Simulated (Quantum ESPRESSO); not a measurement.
Relaxation of cell and atoms, with input and output: NaCl (part 2 of 2)

Continued. System: NaCl (Pm-3m, 2 atoms in the cell). Method: Kohn-Sham DFT of a periodic cell, PBEsol, SSSP 1.3 efficiency PBE, no spin polarisation (Quantum ESPRESSO 7.5); cutoff 857.16 eV, 8×8×8 k-mesh, fermi-dirac of 0.05 eV. The structure derives from a Materials Project entry.

Geometry of the input (Å; fractional positions):
```
3.5022  0.0000  0.0000
0.0000  3.5022  0.0000
0.0000  0.0000  3.5022
Cl 0.5000  0.5000  0.5000
Na 0.0000  0.0000  0.0000
```

**Log, continued**
```
     The total energy is F=E-TS. E is the sum of the following terms:
     one-electron contribution =     -77.47961446 Ry
     hartree contribution      =      43.44568210 Ry
     xc contribution           =     -23.49306373 Ry
     ewald contribution        =     -71.00027637 Ry

     convergence has been achieved in   8 iterations

     negative rho (up, down):  1.503E-02 0.000E+00

     Forces acting on atoms (cartesian axes, Ry/au):

     atom    1 type  1   force =     0.00000000    0.00000000    0.00000000
     atom    2 type  2   force =     0.00000000    0.00000000    0.00000000

     Total force =     0.000000     Total SCF correction =     0.000000

     Computing stress (Cartesian axis) and pressure

     negative rho (up, down):  1.503E-02 0.000E+00
          total   stress  (Ry/bohr**3)                   (kbar)     P=      -11.58
  -0.00007870   0.00000000   0.00000000          -11.58        0.00        0.00
   0.00000000  -0.00007870   0.00000000            0.00      -11.58        0.00
   0.00000000   0.00000000  -0.00007870            0.00        0.00      -11.58

     BFGS Geometry Optimization
     Energy error            =      1.3E-02 Ry
     Gradient error          =      0.0E+00 Ry/Bohr
     Cell gradient error     =      1.1E+02 kbar

     number of scf cycles    =   1
     number of bfgs steps    =   0

     enthalpy           new  =    -128.3302171907 Ry

     new trust radius        =       0.0645694457 bohr
     new conv_thr            =       0.0000000004 Ry

     new unit-cell volume =    273.69881 a.u.^3 (    40.55798 Ang^3 )
     density =      2.39266 g/cm^3

CELL_PARAMETERS (angstrom)
   3.435780699   0.000000000   0.000000000
   0.000000000   3.435780699   0.000000000
   0.000000000   0.000000000   3.435780699

ATOMIC_POSITIONS (angstrom)
Cl               1.7178903494        1.7178903494        1.7178903494
Na               0.0000000000        0.0000000000        0.0000000000

     NEW-OLD atomic charge density approx. for the potential
     New effective cutoffs (rho, wfc):  525.38   65.45

     negative rho (up, down):  1.485E-02 0.000E+00

     Self-consistent Calculation

     iteration #  1     ecut=    63.00 Ry     beta= 0.50
     Davidson diagonalization with overlap
     ethr =  1.00E-06,  avg # of iterations =  5.1

     negative rho (up, down):  1.487E-02 0.000E+00

     total energy              =    -128.52680186 Ry
     estimated scf accuracy    <       0.00001659 Ry

     iteration #  2     ecut=    63.00 Ry     beta= 0.50
     Davidson diagonalization with overlap
     ethr =  1.04E-07,  avg # of iterations =  3.9

     negative rho (up, down):  1.487E-02 0.000E+00

     total energy              =    -128.52753929 Ry
     estimated scf accuracy    <       0.00001683 Ry

[... 41 further cycles ...]
     iteration #  1     ecut=    63.00 Ry     beta= 0.50
     Davidson diagonalization with overlap
     c_bands:  2 eigenvalues not converged
     c_bands:  1 eigenvalues not converged
     c_bands:  1 eigenvalues not converged
     c_bands:  1 eigenvalues not converged
     c_bands:  1 eigenvalues not converged
     c_bands:  1 eigenvalues not converged
     ethr =  1.00E-06,  avg # of iterations = 16.1

     negative rho (up, down):  1.496E-02 0.000E+00

     total energy              =    -128.50626963 Ry
     estimated scf accuracy    <       0.03955125 Ry

     iteration #  2     ecut=    63.00 Ry     beta= 0.50
     Davidson diagonalization with overlap
     ethr =  2.47E-04,  avg # of iterations =  2.0

     negative rho (up, down):  1.477E-02 0.000E+00

     total energy              =    -128.51289274 Ry
     estimated scf accuracy    <       0.00193026 Ry

     iteration #  3     ecut=    63.00 Ry     beta= 0.50
     Davidson diagonalization with overlap
     ethr =  1.21E-05,  avg # of iterations =  2.4

     negative rho (up, down):  1.458E-02 0.000E+00

     total energy              =    -128.51297873 Ry
     estimated scf accuracy    <       0.00040691 Ry

     iteration #  4     ecut=    63.00 Ry     beta= 0.50
     Davidson diagonalization with overlap
     ethr =  2.54E-06,  avg # of iterations =  1.6

     negative rho (up, down):  1.459E-02 0.000E+00

     total energy              =    -128.51300495 Ry
     estimated scf accuracy    <       0.00000142 Ry

     iteration #  5     ecut=    63.00 Ry     beta= 0.50
     Davidson diagonalization with overlap
     ethr =  8.89E-09,  avg # of iterations =  4.0

     negative rho (up, down):  1.459E-02 0.000E+00

     total energy              =    -128.51300760 Ry
     estimated scf accuracy    <       0.00000031 Ry

     iteration #  6     ecut=    63.00 Ry     beta= 0.50
     Davidson diagonalization with overlap
     ethr =  1.92E-09,  avg # of iterations =  2.0

     negative rho (up, down):  1.459E-02 0.000E+00

     total energy              =    -128.51300803 Ry
     estimated scf accuracy    <       0.00000007 Ry

     iteration #  7     ecut=    63.00 Ry     beta= 0.50
     Davidson diagonalization with overlap
     ethr =  4.13E-10,  avg # of iterations =  2.3

     negative rho (up, down):  1.459E-02 0.000E+00

     total energy              =    -128.51300814 Ry
     estimated scf accuracy    <          5.7E-09 Ry

     iteration #  8     ecut=    63.00 Ry     beta= 0.50
     Davidson diagonalization with overlap
     ethr =  3.57E-11,  avg # of iterations =  2.1

     negative rho (up, down):  1.459E-02 0.000E+00

     total energy              =    -128.51300816 Ry
     estimated scf accuracy    <          3.0E-11 Ry

     iteration #  9     ecut=    63.00 Ry     beta= 0.50
     Davidson diagonalization with overlap
     ethr =  1.86E-13,  avg # of iterations =  4.5

     negative rho (up, down):  1.459E-02 0.000E+00

     total energy              =    -128.51300817 Ry
     estimated scf accuracy    <          2.7E-11 Ry

     iteration # 10     ecut=    63.00 Ry     beta= 0.50
     Davidson diagonalization with overlap
     ethr =  1.69E-13,  avg # of iterations =  2.0

     negative rho (up, down):  1.459E-02 0.000E+00

     End of self-consistent calculation

          k = 0.0000 0.0000 0.0000 (  1863 PWs)   bands (ev):

   -45.0813 -16.9811 -16.9811 -16.9811  -9.7024   4.0671   4.0671   4.0671
     9.6459  12.6865  12.6865  21.0794  21.0794  21.0794

          k = 0.0000 0.0000 0.1362 (  1895 PWs)   bands (ev):

   -45.0805 -16.9988 -16.9795 -16.9795  -9.6087   3.3302   4.1131   4.1131
    10.1664  12.8845  13.3352  19.9213  19.9213  21.2069

          k = 0.0000 0.0000 0.2723 (  1891 PWs)   bands (ev):

   -45.0786 -17.0412 -16.9758 -16.9758  -9.3691   1.9690   4.2279   4.2279
    11.0626  13.4576  14.7401  18.3871  18.3871  21.2507

          k = 0.0000 0.0000 0.4085 (  1908 PWs)   bands (ev):

   -45.0767 -17.0828 -16.9720 -16.9720  -9.1066   0.8771   4.3487   4.3487
    11.9362  14.2919  15.3381  17.3219  17.3219  19.1688

          k = 0.0000 0.0000-0.5446 (  1888 PWs)   bands (ev):

   -45.0760 -17.0998 -16.9705 -16.9705  -8.9896   0.4661   4.4008   4.4008
    12.3963  14.8393  15.1868  16.9444  16.9444  18.1998

          k = 0.0000 0.1362 0.1362 (  1889 PWs)   bands (ev):

   -45.0798 -17.0002 -16.9932 -16.9780  -9.5190   3.2812   3.5224   4.1606
    10.6785  13.2969  13.6884  18.7320  19.8533  20.2421

          k = 0.0000 0.1362 0.2723 (  1904 PWs)   bands (ev):

   -45.0779 -17.0382 -16.9910 -16.9744  -9.2900   2.0557   3.5903   4.2795
    11.5395  13.8240  14.8222  17.4073  18.4611  20.3384

          k = 0.0000 0.1362 0.4085 (  1901 PWs)   bands (ev):

   -45.0760 -17.0782 -16.9863 -16.9707  -9.0396   0.9912   3.7631   4.4047
    12.3794  14.1763  15.0588  17.0357  17.3853  20.6323

          k = 0.0000 0.1362-0.5446 (  1898 PWs)   bands (ev):

   -45.0752 -17.0946 -16.9843 -16.9692  -8.9281   0.5893   3.8394   4.4586
    12.9063  13.8845  15.3630  16.6667  17.0030  20.1960

          k = 0.0000 0.2723 0.2723 (  1893 PWs)   bands (ev):

   -45.0760 -17.0362 -17.0225 -16.9709  -9.0885   2.1384   2.5084   4.4086
    12.2414  13.6086  15.7578  16.9638  18.5509  18.8114

          k = 0.0000 0.2723 0.4085 (  1890 PWs)   bands (ev):

   -45.0742 -17.0672 -17.0205 -16.9675  -8.8690   1.2868   2.6127   4.5450
    12.2169  13.4913  16.3833  17.3058  17.5497  18.9124

          k = 0.0000 0.2723-0.5446 (  1914 PWs)   bands (ev):

   -45.0734 -17.0821 -17.0176 -16.9661  -8.7717   0.9117   2.7249   4.6039
    11.9318  13.7609  16.7666  16.9403  17.1547  19.0133

          k = 0.0000 0.4085 0.4085 (  1897 PWs)   bands (ev):

   -45.0723 -17.0587 -17.0520 -16.9643  -8.6839   1.5548   1.7296   4.6937
    10.9922  14.1438  17.1849  17.6842  17.7060  17.7682

          k = 0.0000 0.4085-0.5446 (  1910 PWs)   bands (ev):

   -45.0716 -17.0695 -17.0507 -16.9630  -8.6023   1.2797   1.7997   4.7580
    10.5058  14.5228  17.3150  17.3240  17.5922  17.8206

          k = 0.0000-0.5446-0.5446 (  1924 PWs)   bands (ev):

   -45.0708 -17.0643 -17.0643 -16.9617  -8.5277   1.4501   1.4501   4.8248
     9.9764  14.9179  17.4005  17.4005  17.4869  17.4869

          k = 0.1362 0.1362 0.1362 (  1887 PWs)   bands (ev):

   -45.0790 -17.0011 -16.9915 -16.9915  -9.4328   3.2576   3.5782   3.5782
    11.1970  13.8334  13.8334  18.6821  18.9116  18.9116

          k = 0.1362 0.1362 0.2723 (  1900 PWs)   bands (ev):

   -45.0771 -17.0354 -16.9912 -16.9874  -9.2127   2.1420   3.5904   3.7187
    12.0204  14.2243  14.8084  17.2276  17.7904  19.1115

          k = 0.1362 0.1362 0.4085 (  1890 PWs)   bands (ev):

   -45.0752 -17.0739 -16.9863 -16.9832  -8.9722   1.1009   3.7842   3.8686
    12.7849  14.4008  14.6795  16.1168  18.4202  19.3980

          k = 0.1362 0.1362-0.5446 (  1902 PWs)   bands (ev):

   -45.0745 -17.0898 -16.9842 -16.9815  -8.8654   0.7067   3.8710   3.9338
    13.4903  13.6287  14.8583  15.7858  18.7018  19.5022

          k = 0.1362 0.2723 0.2723 (  1901 PWs)   bands (ev):

   -45.0753 -17.0333 -17.0204 -16.9849  -9.0155   2.2319   2.5747   3.8190
    12.5827  14.0489  15.4280  16.9710  17.6958  18.1050

          k = 0.1362 0.2723 0.4085 (  1891 PWs)   bands (ev):

   -45.0734 -17.0636 -17.0185 -16.9809  -8.8008   1.3843   2.6826   3.9875
    12.3470  14.0113  15.2157  16.7453  18.1413  18.9763

          k = 0.1362 0.2723-0.5446 (  1896 PWs)   bands (ev):

   -45.0727 -17.0781 -17.0157 -16.9792  -8.7058   1.0128   2.7923   4.0619
    12.0544  14.3780  14.7038  16.8052  18.2846  19.3580

          k = 0.1362 0.4085 0.4085 (  1889 PWs)   bands (ev):

   -45.0716 -17.0557 -17.0495 -16.9772  -8.6149   1.6420   1.7992   4.1563
    11.1538  14.4949  15.4076  16.2943  19.2284  19.2900

          k = 0.1362 0.4085-0.5446 (  1900 PWs)   bands (ev):

   -45.0708 -17.0665 -17.0483 -16.9756  -8.5329   1.3602   1.8695   4.2304
    10.6793  14.9602  15.0196  16.2208  19.3726  19.6609

          k = 0.1362-0.5446-0.5446 (  1892 PWs)   bands (ev):

   -45.0701 -17.0617 -17.0617 -16.9741  -8.4568   1.5202   1.5202   4.3041
    10.1654  15.1792  15.1792  15.8549  19.7733  19.7733

          k = 0.2723 0.2723 0.2723 (  1899 PWs)   bands (ev):

   -45.0734 -17.0295 -17.0154 -17.0154  -8.8295   2.3888   2.7436   2.7436
    12.8063  14.4108  14.4108  17.3853  17.7715  17.7715

          k = 0.2723 0.2723 0.4085 (  1892 PWs)   bands (ev):

   -45.0716 -17.0551 -17.0162 -17.0104  -8.6274   1.6346   2.8071   2.9274
    12.4146  13.4187  14.3740  17.6794  17.9426  19.7686

          k = 0.2723 0.2723-0.5446 (  1894 PWs)   bands (ev):

   -45.0709 -17.0687 -17.0135 -17.0083  -8.5381   1.2743   2.9256   3.0086
    12.1202  13.0355  14.4610  17.8044  18.0718  20.8439

          k = 0.2723 0.4085 0.4085 (  1895 PWs)   bands (ev):

   -45.0698 -17.0485 -17.0436 -17.0080  -8.4394   1.8659   1.9777   3.0684
    11.5716  13.3514  13.6179  17.9289  20.1604  20.2124

          k = 0.2723 0.4085-0.5446 (  1880 PWs)   bands (ev):

   -45.0691 -17.0592 -17.0424 -17.0060  -8.3566   1.5671   2.0483   3.1562
    11.1394  13.1136  13.6603  18.0447  20.3487  21.3259

          k = 0.2723-0.5446-0.5446 (  1876 PWs)   bands (ev):

   -45.0683 -17.0553 -17.0553 -17.0041  -8.2766   1.7001   1.7001   3.2388
    10.6742  13.3040  13.3040  18.1572  20.9075  21.6971

          k = 0.4085 0.4085 0.4085 (  1875 PWs)   bands (ev):

   -45.0680 -17.0424 -17.0376 -17.0376  -8.2493   2.0902   2.1736   2.1736
    11.8494  12.3946  12.3946  20.3314  20.7198  20.7198

          k = 0.4085 0.4085-0.5446 (  1888 PWs)   bands (ev):

   -45.0673 -17.0519 -17.0377 -17.0351  -8.1656   1.7955   2.2296   2.2608
    11.5701  11.9569  12.4785  19.8535  20.8124  20.8938

          k = 0.4085-0.5446-0.5446 (  1892 PWs)   bands (ev):

   -45.0666 -17.0489 -17.0489 -17.0340  -8.0815   1.8979   1.8979   2.3326
    11.2935  12.0485  12.0485  19.2310  21.0318  22.8529

          k =-0.5446-0.5446-0.5446 (  1904 PWs)   bands (ev):

   -45.0659 -17.0463 -17.0463 -17.0463  -7.9956   1.9861   1.9861   1.9861
    11.6018  11.6018  11.6018  18.5691  23.2237  23.2237

     the Fermi energy is     6.3975 ev

!    total energy              =    -128.51300817 Ry
     estimated scf accuracy    <          1.8E-13 Ry
     smearing contrib. (-TS)   =      -0.00000000 Ry
     internal energy E=F+TS    =    -128.51300817 Ry

     The total energy is F=E-TS. E is the sum of the following terms:
     one-electron contribution =     -67.42150234 Ry
     hartree contribution      =      39.86592496 Ry
     xc contribution           =     -23.62084589 Ry
     ewald contribution        =     -77.33658489 Ry

     convergence has been achieved in  10 iterations

     negative rho (up, down):  1.459E-02 0.000E+00

     Forces acting on atoms (cartesian axes, Ry/au):

     atom    1 type  1   force =     0.00000000    0.00000000    0.00000000
     atom    2 type  2   force =     0.00000000    0.00000000    0.00000000

     Total force =     0.000000     Total SCF correction =     0.000000

     Computing stress (Cartesian axis) and pressure

     negative rho (up, down):  1.459E-02 0.000E+00
          total   stress  (Ry/bohr**3)                   (kbar)     P=      100.02
   0.00067992   0.00000000   0.00000000          100.02        0.00        0.00
   0.00000000   0.00067992   0.00000000            0.00      100.02        0.00
   0.00000000   0.00000000   0.00067992            0.00        0.00      100.02

=------------------------------------------------------------------------------=
   JOB DONE.
=------------------------------------------------------------------------------=
```

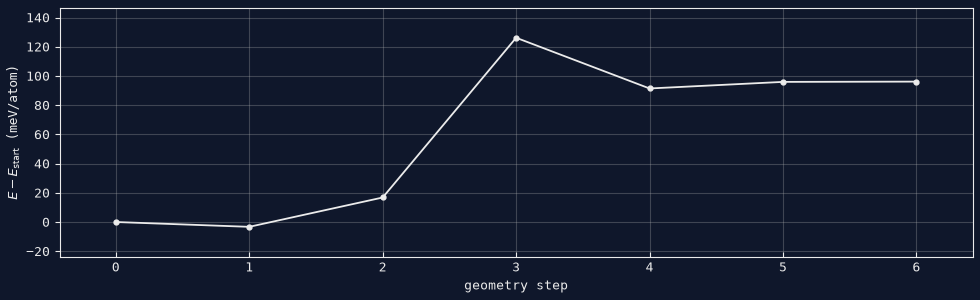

**Figure 1.** Progress of the relaxation, step by step (steps are counted from 0).

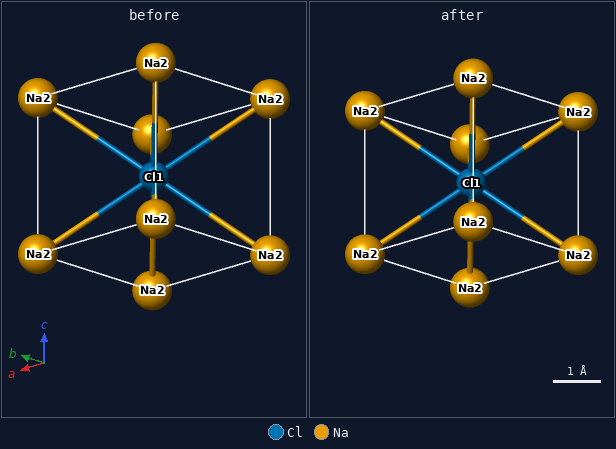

**Figure 2.** Before (left) and after (right) the relaxation, at one scale (ball-and-stick view of the cell of the calculation, seen at an oblique angle). The atoms keep their places relative to the cell (all moves are under 0.005 Å). The volume changes by −22.6 %, with a = b = c 3.502 → 3.215 Å (−8.2 %). Distances before and after: Cl1–Na2 3.033 → 2.784 Å. The space group stays Pm-3m (No. 221). Over 6 geometry steps the energy rises by 96.1 meV per atom. All forces vanish by symmetry, so only the cell relaxes. (Atoms are counted from 1 in the order of the input.)

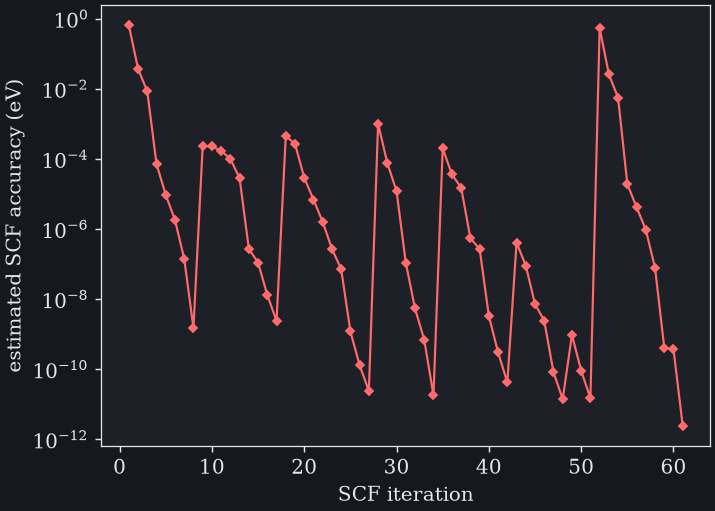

**Figure 3.** Convergence of the self-consistent field: estimated SCF accuracy against the iteration. The field takes 61 iterations in all.

**Summary**

```json
{"quantity": "outcome", "value": "converged"}
{"quantity": "space group (tolerance 0.01 Å)", "value": "Pm-3m (221)"}
{"quantity": "electrons treated", "value": "16"}
{"quantity": "free energy", "value": "−1748.5086 eV"}
{"quantity": "Fermi energy", "value": "6.397 eV"}
{"quantity": "gap on the k-point mesh", "value": "4.82 eV"}
{"quantity": "pressure", "value": "10.00 GPa"}
{"quantity": "final volume", "value": "33.24 Å³"}
{"quantity": "largest force (length of the vector) at the end", "value": "under 0.001 eV/Å"}
{"quantity": "final cell", "value": "a = 3.215 Å, b = 3.215 Å, c = 3.215 Å, α = 90.00°, β = 90.00°, γ = 90.00°"}
{"quantity": "hardware", "value": "1 thread of Arm Neoverse V1, 24 GiB of memory available, shared host"}
{"quantity": "wall time", "value": "2.8 min"}
{"quantity": "peak memory", "value": "0.24 GiB"}
```

**Notes**

Further notes kept with the run: potentials made for another functional. Notes on the run: negative rho. Points of doubt noted for this run: potentials made for another functional. The cell is under a pressure of 10.0 GPa at this level, so it is not at its equilibrium volume.
